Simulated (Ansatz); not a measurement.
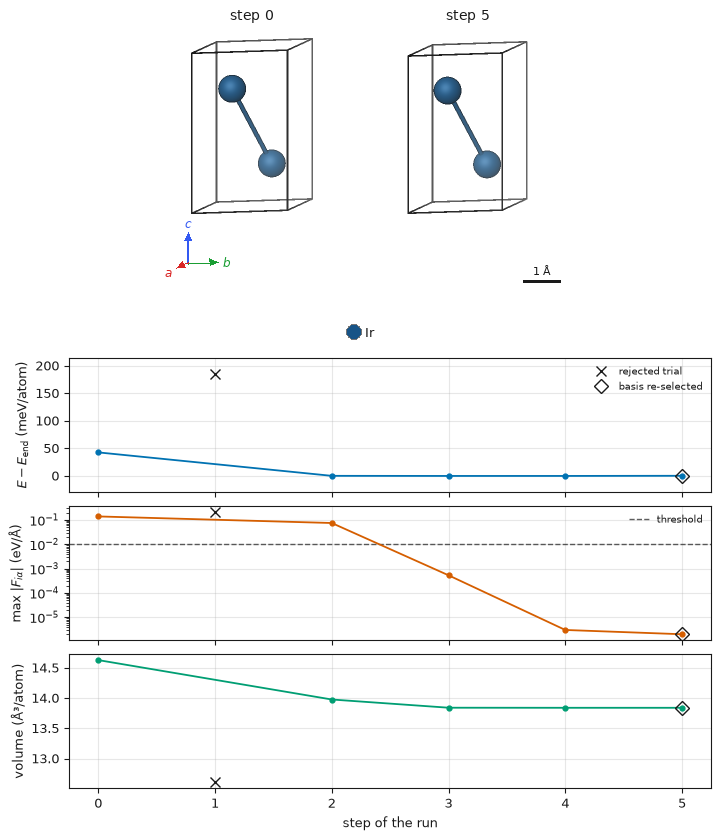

First and last geometry of a relaxation of a crystal of Ir (set up in P-1), with the history of the run. The picture is a ball-and-stick view of the cell of the calculation, seen slightly off an axis.

The run lets cell and atoms move, from this start: all atoms moved at random, sigma 0.02 A a component.

Level of theory: Kohn-Sham DFT of a periodic cell, LDA, Ansatz PAW in Ansatz 0.2.0.

The input:
```yaml
crystal:
  lattice:
    - [2.75137789, 0.0, 0.0]
    - [-1.37568895, 2.38276315, 0.0]
    - [0.0, 0.0, 4.46229]
  atoms:
    - { symbol: Ir, position: [0.66935147, 0.3368738, 0.74829509] }
    - { symbol: Ir, position: [0.33064853, 0.6631262, 0.25170491] }
hamiltonian:
  xc: lda
  pseudopotentials: { kind: paw }
kpoints:
  mp_grid: { grid: [11, 11, 6] }
scf:
  occupations: { method: fermi_dirac, width: 0.05 }
output:
  forces: true
  stress: true
  eigenvalues: true
relax:
  f_tol: 0.01
  max_steps: 40
  cell: { stress_tol: 0.05, p_target: 2.0 }
```

Launched with:
```bash
ansatz run input.yaml --threads 2 --pin off --max-ram 5632MiB --backend cpu --events-out ev --progress --plain --runs-dir out
```

Did the run converge, and what did it change?

Answer. It converged. The energy falls by 42.5 meV per atom in 3 accepted moves (5 points after the start). With the target pressure of 2 GPa, the enthalpy E + pV changes by −52.3 meV per atom. The largest force component goes from 0.14 to under 0.0001 eV/Å. The pressure goes from −17.76 to 2.03 GPa. The line search rejected the trial step at point 1 of the run. The SCF was repeated once at an unchanged geometry on a basis and grid sized afresh for the cell, which shifted the energy by 0.3 meV per atom at most. The largest moves relative to the cell, 0.011 Å, are those of Ir atoms. The drawn cell changes as follows: a = b 2.751 → 2.701 Å (−1.8 %), c 4.462 → 4.380 Å (−1.9 %); the volume changes by −5.4 %. Among the contacts that change: Ir–Ir 2.761 → 2.688 Å, Ir–Ir 2.751 → 2.701 Å, Ir–Ir 2.719 → 2.688 Å. The space group (tolerance 0.01 Å) goes from P-1 (No. 2) to P6_3/mmc (No. 194).
